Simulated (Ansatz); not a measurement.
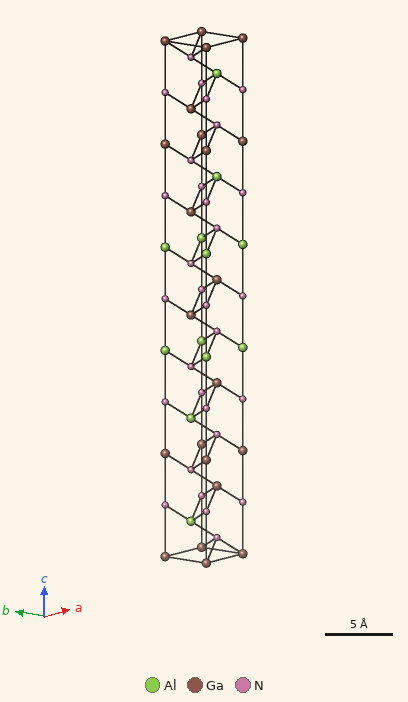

Fig. 1: The input geometry (ball-and-stick view of the cell 3 times as large as that of the calculation, set on its symmetry axes, seen at an oblique angle). An atom can appear more than once, as a periodic image.

Run report: Al2Ga3N5, geometry relaxation (part 1 of 3)

The run: geometry relaxation of Al2Ga3N5 (10 atoms in the cell). Method and program: DFT PBE, scalar-relativistic, plane waves, PAW, no spin polarisation (Ansatz 0.2.0).

The structure was made by a generator, so it may or may not be a known phase.

### The program's output
```
basis.fft_grid_basis auto: the FFT boxes are laid along the combinations [[1, 0, -1], [0, 1, -1], [0, 0, 1]] of the cell's own vectors, 3.395, 3.395 and 13.997 Å long. The dense box has 24×24×96 points. Along the cell's own vectors, as sized, it would have 96×96×96, 16.00 times as many. Of the 12 symmetry operations that the crystal satisfies within crystal.symmetry.tolerance (time reversal apart; of a slab, those that keep its plane) the dense box along the cell's own vectors carries 12, and the one as laid loses 8 of those. basis.fft_grid_basis: typed keeps the cell's own vectors: state it where this run's energies or levels are differenced outside the engine with another run's, or held beside a run that keeps those vectors.
Engine: ansatz 0.2.0, x86_64-unknown-linux-gnu
Pseudopotentials: kind: paw
Pseudopotential: Al, paw, valence charge 3, recommended cutoff 420 eV (normal), Al.paw.azcp
Pseudopotential: Ga, paw, valence charge 13, recommended cutoff 420 eV (normal), Ga.paw.azcp
Pseudopotential: N, paw, valence charge 5, recommended cutoff 420 eV (normal), N.paw.azcp
Functional definition: PBE
  parameter kappa = 0.804
  parameter beta = 0.06672455060314922
  exchange = pbe_x(kappa = kappa, mu = beta*pi^2/3)
  correlation = pbe_c(beta = beta)
Crystal: 10 atoms, lattice volume = 138.312 Å³
Basis set: ecut = 420 eV, 2735 PW (Γ), FFT grids on a1−a3, a2−a3, a3, exchange–correlation on 48×48×192 points (8 copies of the dense FFT grid, shifted against one another)
Bands: 45, of which v1, the nominal top of the filled ones, is band 35 counted from 1 (34 counted from 0)
Symmetry: 12 space group operations
Space group: R-3m (ITA 166), of the structure as read, at distance tolerance 5.2e-5 Å
k-points: 32 of 216
Non-local potential: Al, projectors of the file, l = 0: 2, l = 1: 2, l = 2: 1
Non-local potential: Ga, projectors of the file, l = 0: 2, l = 1: 2, l = 2: 3, l = 3: 1
Non-local potential: N, projectors of the file, l = 0: 2, l = 1: 2, l = 2: 1
PAW form: soft (Blöchl's): semilocal exchange-correlation on the pseudo side does not see the compensation charge
PAW one-centre angular grid: Al, 110 points (default); XC on 64 Gauss nodes
PAW one-centre angular grid: Ga, 590 points (default); XC on 64 Gauss nodes
PAW one-centre angular grid: N, 110 points (default); XC on 64 Gauss nodes
Initial density: superposition of atomic densities (neutral atoms: chi_scale 0, normalization atom), corrected by the library's trained network
Initial wavefunctions: pseudopotential atomic-orbital guess
Functional: x = pbe(κ = 0.804, μ = 0.2195149727645171), c = pbe(β = 0.06672455060314922)
SCF iter   1: F=—  HF=-14340.658548 eV  |F-HF|=—  |Δ(HF+E_count)|=         —  Δρ=3.39e-3  dr2=1.01e-1  ethr=1.77e-3  ⟨swp⟩=8.1  Hψ=5949  notcnv=0  defer=25
preconditioner: auto → Kerker (q_TF=auto, 2.436 Å⁻¹)  [metal: Δε(μ)=0.081 eV  Ē_g=13.440 eV  σ=0.100 eV  W_gap=0.41  n_scr=40 (ndim 8)  ℏωp=26.4 eV  f_vac=0.000  D(μ)=2.84/eV (n_scr^D=8)]
SCF iter   2: F=—  HF=-14340.653810 eV  |F-HF|=—  |Δ(HF+E_count)|=   4.74e-3  Δρ=1.80e-3  dr2=4.52e-2  ethr=1.45e-4  ⟨swp⟩=1.0  Hψ=1696  notcnv=0  defer=30
SCF iter   3: F=—  HF=-14340.651388 eV  |F-HF|=—  |Δ(HF+E_count)|=   2.42e-3  Δρ=4.55e-4  dr2=3.81e-3  ethr=6.45e-5  ⟨swp⟩=1.0  Hψ=1319  notcnv=0  defer=30
SCF iter   4: F=—  HF=-14340.651138 eV  |F-HF|=—  |Δ(HF+E_count)|=   2.50e-4  Δρ=3.88e-4  dr2=8.92e-4  ethr=5.44e-6  ⟨swp⟩=2.4  Hψ=2049  notcnv=0  defer=30
SCF iter   5: F=—  HF=-14340.650911 eV  |F-HF|=—  |Δ(HF+E_count)|=   2.26e-4  Δρ=1.58e-4  dr2=1.47e-4  ethr=1.27e-6  ⟨swp⟩=2.7  Hψ=2405  notcnv=0  defer=30
SCF iter   6: F=—  HF=-14340.650910 eV  |F-HF|=—  |Δ(HF+E_count)|=   1.18e-6  Δρ=4.71e-5  dr2=1.89e-5  ethr=2.10e-7  ⟨swp⟩=1.0  Hψ=1320  notcnv=0  defer=30
SCF iter   7: F=—  HF=-14340.650903 eV  |F-HF|=—  |Δ(HF+E_count)|=   7.56e-6  Δρ=1.79e-5  dr2=4.81e-6  ethr=2.70e-8  ⟨swp⟩=2.1  Hψ=2222  notcnv=0  defer=30
SCF iter   8: F=—  HF=-14340.650902 eV  |F-HF|=—  |Δ(HF+E_count)|=   4.43e-7  Δρ=9.90e-6  dr2=3.69e-7  ethr=6.87e-9  ⟨swp⟩=2.2  Hψ=2423  notcnv=0  defer=30
SCF iter   9: F=—  HF=-14340.650902 eV  |F-HF|=—  |Δ(HF+E_count)|=   9.42e-8  Δρ=6.95e-6  dr2=1.41e-7  ethr=1.43e-10  ⟨swp⟩=11.9  Hψ=6270  notcnv=0
SCF iter  10: F=-14340.650902 eV  HF=-14340.650902 eV  |F-HF|=7.63e-9  |Δ(HF+E_count)|=   4.69e-8  Δρ=2.03e-6  dr2=1.65e-8  ethr=1.43e-10  ⟨swp⟩=3.9  Hψ=4438  notcnv=0
SCF 1 converged in 10 iterations: F = -14340.650902 eV  dr2 = 1.65e-8
  greatest PAW one-centre occupation: 0.996 electrons in one spin orbital (limit 2), on the Ga atom at site 2 (counted from 0), in its partial waves of l = 2
relax step   1: F+E_penalty+E_count = -14340.65090213 eV  Δ(F+E_penalty+E_count) = +0.000e0 eV  max|allowed force component| = 6.581e-1 eV/Å  Δτ_max = 0.0000 Å  P = -35.669 GPa  Ω = 138.312 Å³  (10 SCF iters, dr2 threshold 1.00e-7 eV, accepted)
Crystal: 10 atoms, lattice volume = 119.054 Å³
Basis set: ecut = 420 eV, 2367 PW (Γ), FFT grids on a1−a3, a2−a3, a3, exchange–correlation on 48×48×192 points (8 copies of the dense FFT grid, shifted against one another)
Initial density: handed on by an earlier stage of this run
Initial wavefunctions: those handed on with the density
iter 1 solved again at ethr=9.93e-4 eV; its pass at ethr=3.10e-3 eV (dr2=6.95e-1 eV) is discarded
SCF iter   1: F=—  HF=-14345.093623 eV  |F-HF|=—  |Δ(HF+E_count)|=         —  Δρ=2.30e-2  dr2=6.92e-1  ethr=9.93e-4  ⟨swp⟩=2.2  Hψ=6690  notcnv=0
preconditioner: auto → Resta (q_TF=auto, 2.497 Å⁻¹)  ε∞=4.8  [insulator: Δε(μ)=0.448 eV  Ē_g=14.542 eV  σ=0.100 eV  W_gap=1.00  n_scr=34 (ndim 8)  ℏωp=28.5 eV  f_vac=0.000  D(μ)=0.01/eV (n_scr^D=0)  ε∞_Penn≈4.8]
SCF iter   2: F=—  HF=-14344.944943 eV  |F-HF|=—  |Δ(HF+E_count)|=   1.49e-1  Δρ=9.41e-3  dr2=1.24e-1  ethr=9.89e-4  ⟨swp⟩=2.4  Hψ=2113  notcnv=0
SCF iter   3: F=—  HF=-14344.917068 eV  |F-HF|=—  |Δ(HF+E_count)|=   2.79e-2  Δρ=2.31e-3  dr2=3.91e-3  ethr=1.78e-4  ⟨swp⟩=2.0  Hψ=2023  notcnv=0
SCF iter   4: F=—  HF=-14344.917040 eV  |F-HF|=—  |Δ(HF+E_count)|=   2.79e-5  Δρ=8.33e-4  dr2=6.63e-4  ethr=5.58e-6  ⟨swp⟩=2.0  Hψ=2120  notcnv=0  defer=1
SCF iter   5: F=—  HF=-14344.916584 eV  |F-HF|=—  |Δ(HF+E_count)|=   4.56e-4  Δρ=1.96e-4  dr2=2.95e-5  ethr=9.48e-7  ⟨swp⟩=2.1  Hψ=2320  notcnv=0  defer=1
SCF iter   6: F=—  HF=-14344.916585 eV  |F-HF|=—  |Δ(HF+E_count)|=   7.53e-7  Δρ=3.60e-5  dr2=1.39e-6  ethr=4.22e-8  ⟨swp⟩=2.0  Hψ=2048  notcnv=0  defer=1
SCF iter   7: F=-14344.916585 eV  HF=-14344.916585 eV  |F-HF|=2.87e-8  |Δ(HF+E_count)|=   2.83e-7  Δρ=7.10e-6  dr2=5.40e-8  ethr=1.43e-9  ⟨swp⟩=8.8  Hψ=6129  notcnv=0
SCF 2 converged in 7 iterations: F = -14344.916585 eV  dr2 = 5.40e-8
relax step   2: F+E_penalty+E_count = -14344.91658525 eV  Δ(F+E_penalty+E_count) = -4.266e0 eV  max|allowed force component| = 5.233e-1 eV/Å  Δτ_max = 0.0293 Å  P = -32.462 GPa  Ω = 119.054 Å³  energy of the carried Pulay correction = +4.436e-2 eV  (7 SCF iters, dr2 threshold 1.00e-6 eV, accepted)
Crystal: 10 atoms, lattice volume = 101.693 Å³
Basis set: ecut = 420 eV, 1991 PW (Γ), FFT grids on a1−a3, a2−a3, a3, exchange–correlation on 48×48×192 points (8 copies of the dense FFT grid, shifted against one another)
iter 1 solved again at ethr=9.97e-4 eV; its pass at ethr=3.10e-3 eV (dr2=6.98e-1 eV) is discarded
SCF iter   1: F=—  HF=-14348.070801 eV  |F-HF|=—  |Δ(HF+E_count)|=         —  Δρ=2.57e-2  dr2=6.95e-1  ethr=9.97e-4  ⟨swp⟩=2.2  Hψ=6790  notcnv=0
preconditioner: auto → Resta (q_TF=auto, 2.564 Å⁻¹)  ε∞=4.8  [insulator: Δε(μ)=1.395 eV  Ē_g=15.771 eV  σ=0.100 eV  W_gap=1.00  n_scr=34 (ndim 8)  ℏωp=30.8 eV  f_vac=0.000  D(μ)=0.00/eV (n_scr^D=0)  ε∞_Penn≈4.8]
SCF iter   2: F=—  HF=-14347.904410 eV  |F-HF|=—  |Δ(HF+E_count)|=   1.66e-1  Δρ=1.02e-2  dr2=1.22e-1  ethr=9.92e-4  ⟨swp⟩=2.3  Hψ=2122  notcnv=0
SCF iter   3: F=—  HF=-14347.874855 eV  |F-HF|=—  |Δ(HF+E_count)|=   2.96e-2  Δρ=2.70e-3  dr2=4.19e-3  ethr=1.74e-4  ⟨swp⟩=2.1  Hψ=2275  notcnv=0  defer=3
SCF iter   4: F=—  HF=-14347.874360 eV  |F-HF|=—  |Δ(HF+E_count)|=   4.95e-4  Δρ=9.93e-4  dr2=7.66e-4  ethr=5.99e-6  ⟨swp⟩=2.0  Hψ=2100  notcnv=0  defer=4
SCF iter   5: F=—  HF=-14347.874144 eV  |F-HF|=—  |Δ(HF+E_count)|=   2.16e-4  Δρ=2.12e-4  dr2=3.05e-5  ethr=1.09e-6  ⟨swp⟩=2.1  Hψ=2483  notcnv=0  defer=4
SCF iter   6: F=-14347.874158 eV  HF=-14347.874158 eV  |F-HF|=1.43e-8  |Δ(HF+E_count)|=   1.33e-5  Δρ=2.93e-5  dr2=6.88e-7  ethr=1.43e-9  ⟨swp⟩=7.4  Hψ=7565  notcnv=0
SCF 3 converged in 6 iterations: F = -14347.874158 eV  dr2 = 6.88e-7
  greatest PAW one-centre occupation: 0.997 electrons in one spin orbital (limit 2), on the Ga atom at site 2 (counted from 0), in its partial waves of l = 2
relax step   3: F+E_penalty+E_count = -14347.87415765 eV  Δ(F+E_penalty+E_count) = -2.958e0 eV  max|allowed force component| = 3.179e-1 eV/Å  Δτ_max = 0.0237 Å  P = -17.813 GPa  Ω = 101.693 Å³  energy of the carried Pulay correction = +9.049e-2 eV  (6 SCF iters, dr2 threshold 1.00e-6 eV, accepted)
Crystal: 10 atoms, lattice volume = 86.442 Å³
Basis set: ecut = 420 eV, 1683 PW (Γ), FFT grids on a1−a3, a2−a3, a3, exchange–correlation on 48×48×192 points (8 copies of the dense FFT grid, shifted against one another)
iter 1 solved again at ethr=1.34e-3 eV; its pass at ethr=3.10e-3 eV (dr2=9.35e-1 eV) is discarded
SCF iter   1: F=—  HF=-14348.467023 eV  |F-HF|=—  |Δ(HF+E_count)|=         —  Δρ=3.44e-2  dr2=9.35e-1  ethr=1.34e-3  ⟨swp⟩=1.9  Hψ=7947  notcnv=0
preconditioner: auto → Resta (q_TF=auto, 2.634 Å⁻¹)  ε∞=4.8  [insulator: Δε(μ)=2.271 eV  Ē_g=17.122 eV  σ=0.100 eV  W_gap=1.00  n_scr=26 (ndim 8)  ℏωp=33.4 eV  f_vac=0.000  D(μ)=0.00/eV (n_scr^D=0)  ε∞_Penn≈4.8]
SCF iter   2: F=—  HF=-14348.191555 eV  |F-HF|=—  |Δ(HF+E_count)|=   2.75e-1  Δρ=1.01e-2  dr2=6.14e-2  ethr=1.34e-3  ⟨swp⟩=2.2  Hψ=2248  notcnv=0
SCF iter   3: F=—  HF=-14348.178700 eV  |F-HF|=—  |Δ(HF+E_count)|=   1.29e-2  Δρ=4.14e-3  dr2=9.09e-3  ethr=8.77e-5  ⟨swp⟩=2.6  Hψ=2362  notcnv=0  defer=20
SCF iter   4: F=—  HF=-14348.178990 eV  |F-HF|=—  |Δ(HF+E_count)|=   2.91e-4  Δρ=6.67e-4  dr2=5.17e-4  ethr=1.30e-5  ⟨swp⟩=2.2  Hψ=2532  notcnv=0  defer=20
SCF iter   5: F=—  HF=-14348.179011 eV  |F-HF|=—  |Δ(HF+E_count)|=   2.13e-5  Δρ=3.92e-4  dr2=1.06e-4  ethr=7.39e-7  ⟨swp⟩=2.0  Hψ=2510  notcnv=0  defer=20
SCF iter   6: F=—  HF=-14348.178902 eV  |F-HF|=—  |Δ(HF+E_count)|=   1.09e-4  Δρ=7.80e-5  dr2=7.19e-6  ethr=1.51e-7  ⟨swp⟩=2.0  Hψ=2428  notcnv=0  defer=20
SCF iter   7: F=-14348.178903 eV  HF=-14348.178903 eV  |F-HF|=2.79e-7  |Δ(HF+E_count)|=   5.40e-7  Δρ=1.97e-5  dr2=4.00e-7  ethr=1.43e-9  ⟨swp⟩=9.5  Hψ=7145  notcnv=0
SCF 4 converged in 7 iterations: F = -14348.178903 eV  dr2 = 4.00e-7
relax step   4: F+E_penalty+E_count = -14348.17890267 eV  Δ(F+E_penalty+E_count) = -3.047e-1 eV  max|allowed force component| = 7.242e-1 eV/Å  Δτ_max = 0.0873 Å  P = +16.863 GPa  Ω = 86.442 Å³  energy of the carried Pulay correction = +1.369e-1 eV  (7 SCF iters, dr2 threshold 1.00e-6 eV, accepted)
Crystal: 10 atoms, lattice volume = 92.904 Å³
Basis set: ecut = 420 eV, 1781 PW (Γ), FFT grids on a1−a3, a2−a3, a3, exchange–correlation on 48×48×192 points (8 copies of the dense FFT grid, shifted against one another)
iter 1 solved again at ethr=4.12e-4 eV; its pass at ethr=3.10e-3 eV (dr2=2.89e-1 eV) is discarded
SCF iter   1: F=—  HF=-14348.566620 eV  |F-HF|=—  |Δ(HF+E_count)|=         —  Δρ=1.94e-2  dr2=2.90e-1  ethr=4.12e-4  ⟨swp⟩=1.8  Hψ=7088  notcnv=0
preconditioner: auto → Resta (q_TF=auto, 2.603 Å⁻¹)  ε∞=4.9  [insulator: Δε(μ)=1.497 eV  Ē_g=16.413 eV  σ=0.100 eV  W_gap=1.00  n_scr=34 (ndim 8)  ℏωp=32.2 eV  f_vac=0.000  D(μ)=0.00/eV (n_scr^D=0)  ε∞_Penn≈4.9]
SCF iter   2: F=—  HF=-14348.496340 eV  |F-HF|=—  |Δ(HF+E_count)|=   7.03e-2  Δρ=8.63e-3  dr2=5.77e-2  ethr=4.12e-4  ⟨swp⟩=2.6  Hψ=2156  notcnv=0
SCF iter   3: F=—  HF=-14348.482277 eV  |F-HF|=—  |Δ(HF+E_count)|=   1.41e-2  Δρ=1.61e-3  dr2=1.83e-3  ethr=8.24e-5  ⟨swp⟩=2.2  Hψ=2264  notcnv=0
SCF iter   4: F=—  HF=-14348.482373 eV  |F-HF|=—  |Δ(HF+E_count)|=   9.53e-5  Δρ=6.67e-4  dr2=3.97e-4  ethr=2.62e-6  ⟨swp⟩=2.1  Hψ=2168  notcnv=0
SCF iter   5: F=—  HF=-14348.482111 eV  |F-HF|=—  |Δ(HF+E_count)|=   2.61e-4  Δρ=1.79e-4  dr2=5.79e-5  ethr=5.68e-7  ⟨swp⟩=2.0  Hψ=2501  notcnv=0
SCF iter   6: F=—  HF=-14348.482105 eV  |F-HF|=—  |Δ(HF+E_count)|=   6.12e-6  Δρ=3.58e-5  dr2=1.97e-6  ethr=8.28e-8  ⟨swp⟩=2.1  Hψ=2360  notcnv=0
SCF iter   7: F=-14348.482105 eV  HF=-14348.482105 eV  |F-HF|=4.52e-8  |Δ(HF+E_count)|=   4.02e-8  Δρ=7.37e-6  dr2=6.08e-8  ethr=1.43e-9  ⟨swp⟩=7.8  Hψ=6244  notcnv=0
SCF 5 converged in 7 iterations: F = -14348.482105 eV  dr2 = 6.08e-8
relax step   5: F+E_penalty+E_count = -14348.48210522 eV  Δ(F+E_penalty+E_count) = -3.032e-1 eV  max|allowed force component| = 2.120e-1 eV/Å  Δτ_max = 0.0760 Å  P = -1.641 GPa  Ω = 92.904 Å³  energy of the carried Pulay correction = +1.165e-1 eV  (7 SCF iters, dr2 threshold 1.00e-6 eV, accepted)
Crystal: 10 atoms, lattice volume = 92.245 Å³
Basis set: ecut = 420 eV, 1763 PW (Γ), FFT grids on a1−a3, a2−a3, a3, exchange–correlation on 48×48×192 points (8 copies of the dense FFT grid, shifted against one another)
iter 1 solved again at ethr=1.06e-5 eV; its pass at ethr=3.10e-3 eV (dr2=7.39e-3 eV) is discarded
SCF iter   1: F=—  HF=-14348.495994 eV  |F-HF|=—  |Δ(HF+E_count)|=         —  Δρ=3.53e-3  dr2=7.71e-3  ethr=1.06e-5  ⟨swp⟩=1.7  Hψ=5307  notcnv=0
preconditioner: auto → Resta (q_TF=auto, 2.606 Å⁻¹)  ε∞=4.8  [insulator: Δε(μ)=1.718 eV  Ē_g=16.488 eV  σ=0.100 eV  W_gap=1.00  n_scr=34 (ndim 8)  ℏωp=32.3 eV  f_vac=0.000  D(μ)=0.00/eV (n_scr^D=0)  ε∞_Penn≈4.8]
SCF iter   2: F=—  HF=-14348.494286 eV  |F-HF|=—  |Δ(HF+E_count)|=   1.71e-3  Δρ=1.74e-3  dr2=1.91e-3  ethr=1.06e-5  ⟨swp⟩=1.0  Hψ=1440  notcnv=0
SCF iter   3: F=—  HF=-14348.493873 eV  |F-HF|=—  |Δ(HF+E_count)|=   4.13e-4  Δρ=2.03e-4  dr2=3.86e-5  ethr=2.72e-6  ⟨swp⟩=2.4  Hψ=2304  notcnv=0
SCF iter   4: F=—  HF=-14348.493878 eV  |F-HF|=—  |Δ(HF+E_count)|=   4.74e-6  Δρ=1.06e-4  dr2=1.07e-5  ethr=5.51e-8  ⟨swp⟩=2.2  Hψ=2338  notcnv=0
SCF iter   5: F=—  HF=-14348.493872 eV  |F-HF|=—  |Δ(HF+E_count)|=   6.26e-6  Δρ=2.41e-5  dr2=1.41e-6  ethr=1.53e-8  ⟨swp⟩=2.0  Hψ=2466  notcnv=0
SCF iter   6: F=-14348.493871 eV  HF=-14348.493871 eV  |F-HF|=6.77e-8  |Δ(HF+E_count)|=   2.41e-7  Δρ=6.71e-6  dr2=9.87e-8  ethr=1.43e-9  ⟨swp⟩=7.5  Hψ=6419  notcnv=0
SCF 6 converged in 6 iterations: F = -14348.493871 eV  dr2 = 9.87e-8
relax step   6: F+E_penalty+E_count = -14348.49387137 eV  Δ(F+E_penalty+E_count) = -1.177e-2 eV  max|allowed force component| = 6.310e-2 eV/Å  Δτ_max = 0.0264 Å  P = -0.082 GPa  Ω = 92.245 Å³  energy of the carried Pulay correction = +1.185e-1 eV  (6 SCF iters, dr2 threshold 1.00e-6 eV, accepted)
```
